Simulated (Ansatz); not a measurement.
System: Al2O3, space group P-6m2 (No. 187), 5 atoms in the cell.

```cif
data_structure
_symmetry_space_group_name_H-M 'P 1'
_symmetry_Int_Tables_number 1
_cell_length_a 2.8843
_cell_length_b 2.8843
_cell_length_c 9.3368
_cell_angle_alpha 90.000
_cell_angle_beta 90.000
_cell_angle_gamma 120.000
_cell_volume 67.27
loop_
_atom_site_label
_atom_site_type_symbol
_atom_site_fract_x
_atom_site_fract_y
_atom_site_fract_z
_atom_site_occupancy
Al1 Al 0.00000 0.00000 0.85001 1
Al2 Al 0.00000 0.00000 0.14999 1
O1 O 0.33333 0.66667 0.77768 1
O2 O 0.66667 0.33333 0.00000 1
O3 O 0.33333 0.66667 0.22232 1
```

Computed with Ansatz: LDA, Ansatz PAW, no spin polarisation, no spin-orbit coupling, 11×11×3 k mesh, 420 eV cutoff, Fermi-Dirac smearing of 0.05 eV.

What will the band structure look like? The path is Γ–M–K–Γ–A–L–H–A|L–M|K–H.

An insulator. The gap along this path is 4.76 eV and indirect, from the valence-band top between K and Γ to the conduction-band bottom at Γ; the smallest direct gap is 5.01 eV, at Γ. At H the top valence band lies only 0.02 eV lower. The direct gaps are 5.01 eV at Γ and 5.19 eV at A.

The PAW data sets were made with another functional. LDA, GGA and most meta-GGA functionals understate gaps. The cell is at −7 GPa in this functional. The usual form of Al2O3 is corundum.

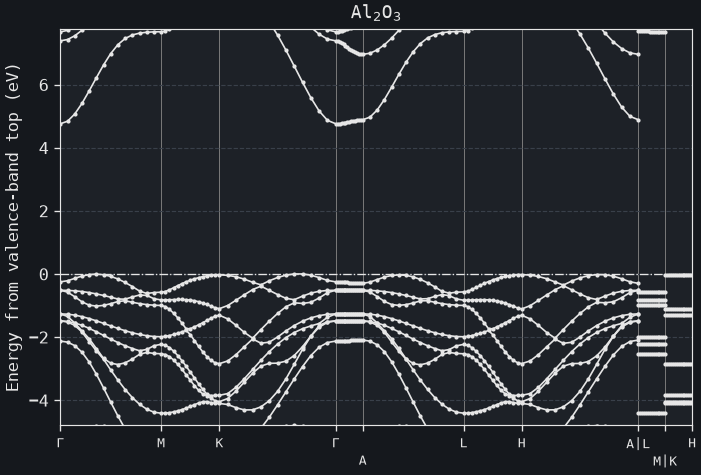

Band structure. Energies are counted from the top of the valence band.
